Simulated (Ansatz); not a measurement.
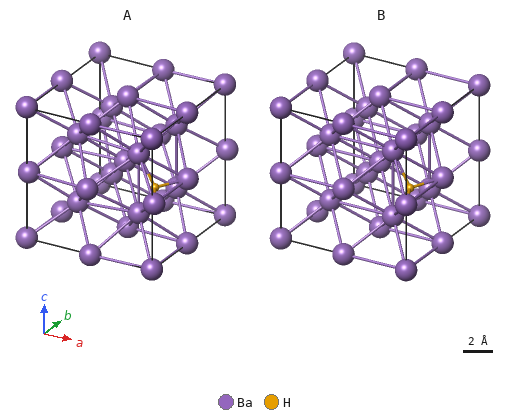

Two geometries of a defect cell of composition Ba16H, drawn at one scale. One is the start of a relaxation, the other its converged end. Style: ball-and-stick. Shown: the cell of the calculation, from a free direction.

Level of theory: DFT PBE-D3(BJ), scalar-relativistic, plane waves, PAW in Ansatz 0.2.0. Settings: plane-wave cutoff 420 eV; k-point mesh 2 × 2 × 2; occupations fermi dirac; smearing width 0.15 eV; no spin polarisation; atoms relaxed in a fixed cell; force threshold 0.08 eV/Å; at most 25 steps.

Which of the two is the end point?

Answer. Structure A is the relaxed one. It is an interstitial H in bcc Ba. The run prepares the start of a later molecular dynamics calculation, from a guessed geometry. The atoms of the start lie slightly off their symmetric places, so part of the fall in energy undoes that. A Ba atom moves most: 0.23 Å roughly along −c. By element the largest moves are Ba 0.23 Å, H 0.09 Å. The cell doesn't change. Some distances before and after: Ba–Ba 5.020 → 4.569 Å, Ba–Ba 5.020 → 4.592 Å, Ba–H 2.893 → 2.634 Å, Ba–Ba 4.347 → 4.135 Å. Bond angles that change, for instance: Ba–H–Ba 129.7° → 122.1°, Ba–H–Ba 99.1° → 103.8°, Ba–H–Ba 124.0° → 120.6°. After 4 geometry steps the energy has fallen by 0.166 eV per cell of the calculation. Largest force component: 0.35 eV/Å at the start, 0.012 eV/Å at the end. Cost: 52 s on 4 threads of Intel(R) Xeon(R) Platinum 8488C (Sapphire Rapids), on a shared host, peak memory 3.1 GiB.

Limits of the set-up: the program's low-accuracy preset was used.
